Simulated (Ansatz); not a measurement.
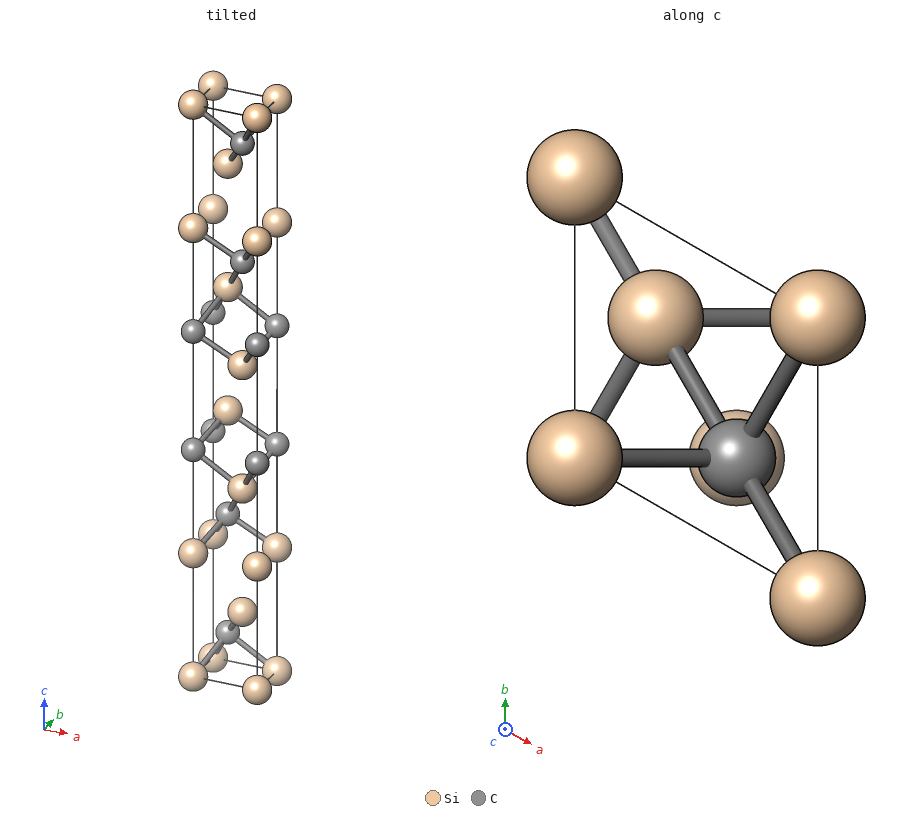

Ball-and-stick representation of a periodic structure, projected slightly off an axis and along the c axis. The conventional unit cell is outlined; an atom on or near a face, edge or corner is repeated at each equivalent position. Cell: a = 2.95 Å, b = 2.95 Å, c = 19.76 Å, α = 90.00°, β = 90.00°, γ = 120.00°.

It goes back to a structure type filled with these elements by a generator (whether the compound takes this form wasn't checked). Earlier steps of the study may have refined or changed the cell and positions. An electronic-structure calculation with Ansatz was run on it.

Characterise what is shown.

Answer. It has the composition Si3C2. The space group is R-3m (No. 166); the lattice is rhombohedral (trigonal R). With Z = 3, the cell contains 9 Si, 6 C. Coordination numbers (contacts within bonding distance): Si 3 to 6 (mean 4.0) and C 6.

The calculation used DFT PBE, scalar-relativistic, plane waves, PAW (Ansatz 0.2.0), with cutoff 420 eV, k-points about 0.21 Å⁻¹ apart, Gaussian smearing of 0.1 eV, no spin polarisation.

Classify it as metallic or gapped, with the value.

Answer. A metal: bands cross the Fermi level.

Predict the Bader charges.

Answer. Si +1.47 to +2.27 e; C -2.60 e.

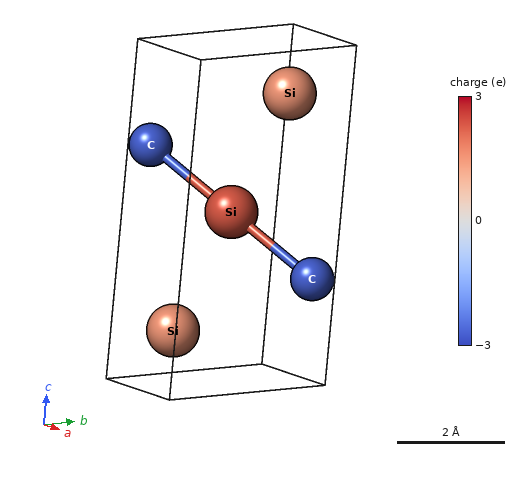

The atoms coloured by those charges. The run's cell of 5 atoms is drawn in a reduced setting, so axes and origin can differ from the first picture.

Can this geometry be taken as optimised?

Answer. Yes. All forces vanish to within 0.01 eV/Å. The pressure is 0.0 GPa, close to zero.
